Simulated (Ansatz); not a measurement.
## Electronic structure of MgS in real space

Input

```
crystal:
  lattice:
    - [2.60165, 2.60165, 0.0]
    - [-2.60165, 2.60165, 0.0]
    - [0.0, 2.60165, 2.60165]
  atoms:
    - { symbol: Mg, position: [0.0, 0.0, 0.0] }
    - { symbol: S, position: [0.5, 0.5, 0.0] }
kpoints:
  mp_grid: { grid: [8, 8, 8] }
scf:
  occupations: { method: fixed }
hamiltonian:
  xc: r2scan
  pseudopotentials: { kind: paw }
relax:
  f_tol: 0.002
  max_steps: 80
  cell: { p_target: -2 }
output:
  forces: true
  stress: true
  write_density: true
  write_potential: true
  elf: true
  volumetric_format: npy
```

Launched as:

```sh
ansatz run input.yaml --threads 1 --pin off --max-ram 3072MiB --backend cpu --events-out ev --progress --plain --runs-dir out
```

Below, planes, directions and counts refer to the conventional cell (a = 5.25 Å, b = 5.25 Å, c = 5.25 Å, α = 90.00°, β = 90.00°, γ = 90.00°).

The fields are those of the relaxed geometry.

Space group Fm-3m.

Theory: DFT, r2SCAN, PAW with Ansatz's default frozen-core files, scalar-relativistic; relaxation of cell and atoms in Ansatz.

The density is the valence pseudo-density of a PAW calculation; it isn't the true density close to the nuclei.

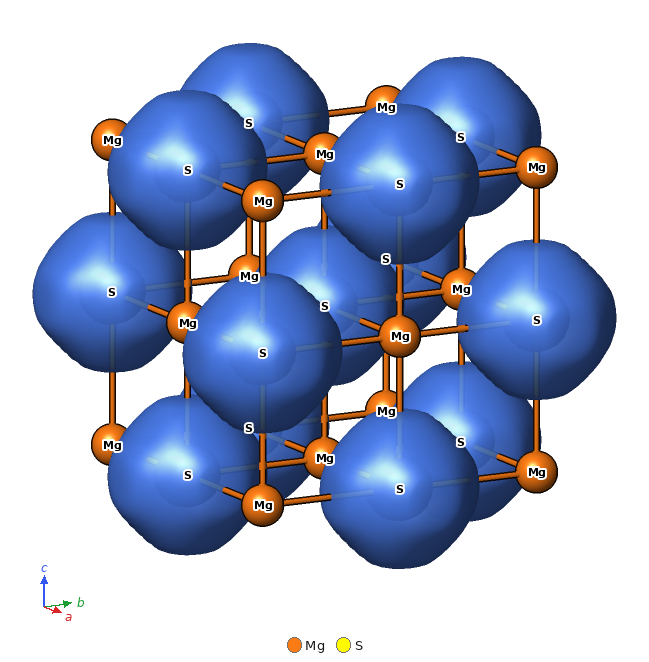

Figure 1. Isosurface of the ELF at 0.7 (blue), seen at an oblique angle. Core shells and regions of very low density are left out. Sticks mark near contacts.

> Where are the electrons localised?

The ELF exceeds this value in four regions wrapped around S (the valence shell of each), counted in one cell of 8 atoms. Any copies at cell faces, edges or corners count once. Along the contacts the grid gives the following. Mg–S (2.62 Å): the ELF peaks at about 0.90 in the valence shell of S, 0.9 Å from its nucleus, and falls to about 0.05 next to Mg (a closed-shell, largely ionic contact).

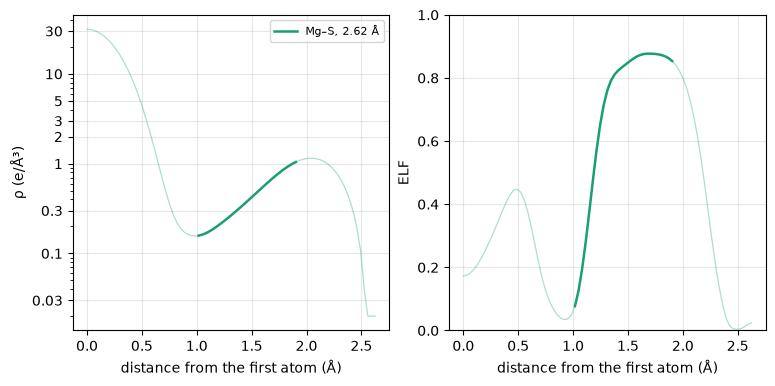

Figure 2. Valence electron density and electron localisation function along straight lines between neighbouring atoms. Thin, pale parts lie inside the atomic spheres.

> What kind of bonding do the profiles show?

Mg–S (2.62 Å): ρ at the midpoint is about 0.27 e/Å³; the ELF peaks at about 0.90 in the valence shell of S, 0.9 Å from its nucleus, and falls to about 0.05 next to Mg (a closed-shell, largely ionic contact).

> Does the calculation make it a metal, or give it a gap?

It is gapped, with a Kohn–Sham gap of 3.4 eV on the k-point mesh (the band edges may lie off the mesh, which would make the gap smaller).
